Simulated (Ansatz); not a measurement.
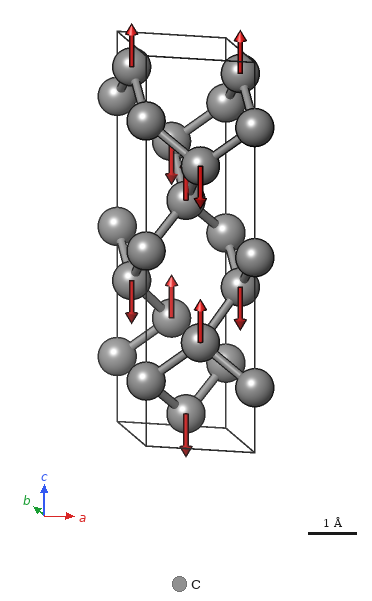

This is a relaxation of crystalline C (a generated structure, set up in P6_222) (coarse preliminary run). The starting structure is drawn; red arrows show the displacements (the part carried along by the change of the cell is left out), 30 times their true length.

Style: ball-and-stick. Shown: the cell of the calculation, slightly off an axis.

Method: DFT PBE, scalar-relativistic, plane waves, PAW (Ansatz). Set-up: plane-wave cutoff 420 eV; k-point mesh 12 × 12 × 2; occupations gaussian; smearing width 0.1 eV; no spin polarisation; cell and atoms relaxed; force threshold 0.04 eV/Å; at most 70 steps.

**Describe the change and its energy.**

The largest moves relative to the cell, 0.032 Å, are those of C atoms. Cell: a = b 2.384 → 2.597 Å (+8.9 %), c 8.481 → 8.641 Å (+1.9 %). Volume +20.9 %. Near-neighbour distances that change, for instance: C–C 1.498 → 1.612 Å, C–C 1.564 → 1.620 Å. Among the angles between lasting bonds that change: C–C–C 99.3° → 106.6°, C–C–C 95.1° → 91.8°. The space group stays P6_222 (No. 180). After 5 accepted moves (7 points after the start) the energy has fallen by 375 meV per atom. Largest force component: 2.2 eV/Å at the start, 0.0029 eV/Å at the end. Pressure: 113.22 GPa at the start and 0.27 GPa at the end. The SCF was repeated twice at an unchanged geometry on a basis and grid sized afresh for the cell, which shifted the energy by 15.7 meV per atom at most.
